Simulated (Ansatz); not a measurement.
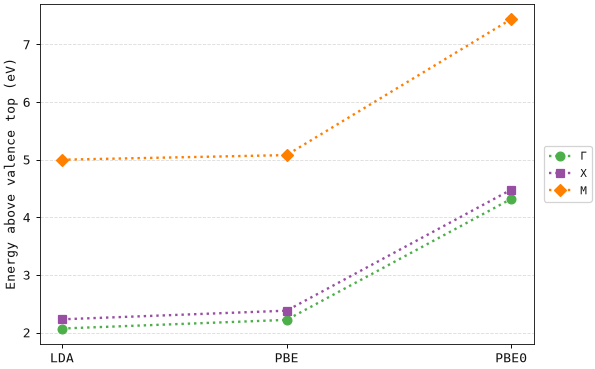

Lowest conduction level at each named k point, counted from the valence-band top at R, by several methods on one cell of cubic perovskite-type KTaO$_{3}$, space group Pm-3m (No. 221), 5 atoms in the cell, relaxed with r2SCAN; cubic a = 3.990 Å. All runs are without spin-orbit coupling and carry no moments. The cell is at 5 GPa in PBE.

```csv
method,program,Γ (eV),X (eV),M (eV)
LDA,Ansatz,2.07,2.23,5.00
PBE,Ansatz,2.22,2.38,5.08
PBE0,Ansatz,4.32,4.48,7.44
```

What does HSE06 give? It was run as: HSE06, Ansatz PAW set, 4×4×4 k mesh, 420 eV cutoff, fixed occupations (Ansatz 0.2.0).

HSE06 screens off the long-range part of PBE0's exact exchange, so it lies between PBE and PBE0, here 0.75 eV under PBE0 at Γ. HSE06 gives 3.57 eV at Γ, 3.73 eV at X and 6.65 eV at M, which is +1.35 eV from PBE at Γ.

Does HSE06 shift these levels rigidly from PBE?

The shifts are +1.35 eV at Γ, +1.35 eV at X and +1.57 eV at M, and at points that aren't plotted +1.75 eV (R): over the named points that both runs hold, a spread of 0.40 eV on a mean of 1.50 eV, so one shift describes them only roughly.

How do the methods rank at Γ?

From low to high: LDA 2.07, PBE 2.22, HSE06 3.57, PBE0 4.32 eV.

Settings. LDA: Ansatz PAW set, 6×6×6 k mesh, 420 eV cutoff, fixed occupations (Ansatz). PBE: Ansatz PAW set, 6×6×6 k mesh, 420 eV cutoff, Fermi-Dirac smearing of 0.02 eV (Ansatz). PBE0: Ansatz PAW set, 4×4×4 k mesh, 420 eV cutoff, fixed occupations (Ansatz 0.2.0).

These are four of the 8 methods that were run on this cell. Spin-orbit coupling is left out, which matters for Ta. The cell was built by a generator and needn't be a form met in nature. LDA, HSE06 and PBE0: the PAW data sets were made with another functional. LDA, GGA and most meta-GGA functionals understate gaps.
